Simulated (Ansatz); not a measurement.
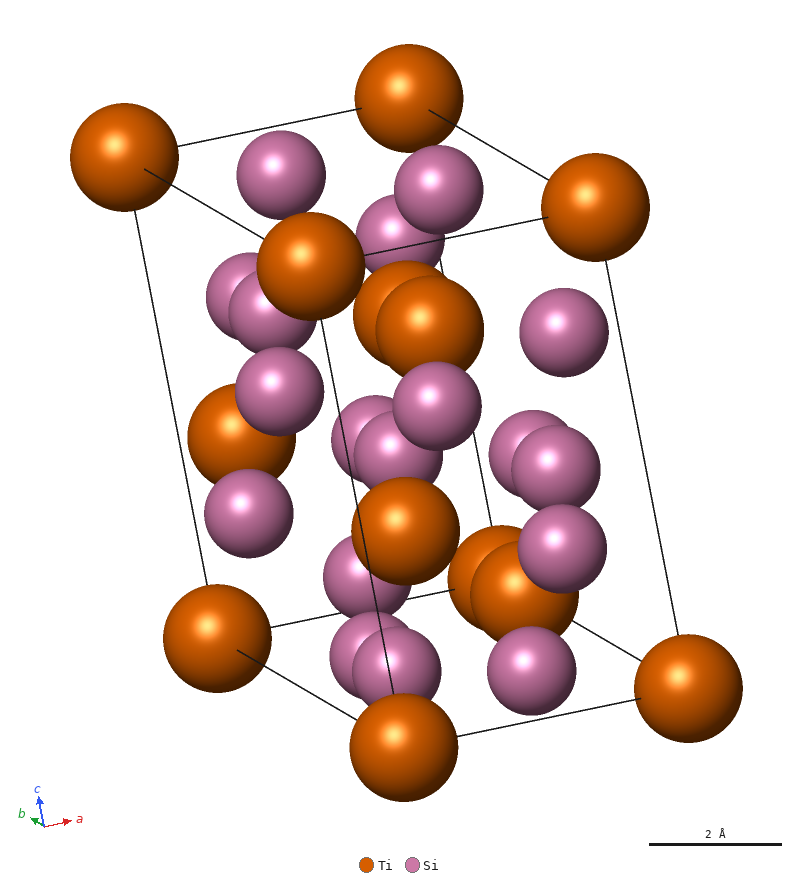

Spheres-only drawing of the structure, looking slightly off an axis. The unit cell is outlined; an atom on or near a face, edge or corner is repeated at each equivalent position.

TiSi₂, a = 4.97 Å, b = 7.72 Å, c = 7.72 Å, α = 60.10°, β = 82.86°, γ = 82.86°.

Setup: DFT PBE, scalar-relativistic, plane waves, PAW in Ansatz 0.2.0; a basis cut at 420 eV, k-points about 0.19 Å⁻¹ apart, Gaussian smearing of 0.1 eV, no spin polarisation.

Question: Is the electronic structure metallic or gapped?

Answer: A metal: bands cross the Fermi level.

Question: Under what pressure is the structure?

Answer: The computed pressure is 2.0 GPa (compressed: it would expand). The stress isn't hydrostatic: its largest component is 23.0 GPa.

The structure was taken from a structure listed in the Materials Project. The cell was then strained or its atoms displaced on purpose. Ansatz was used for an electronic-structure calculation on it.
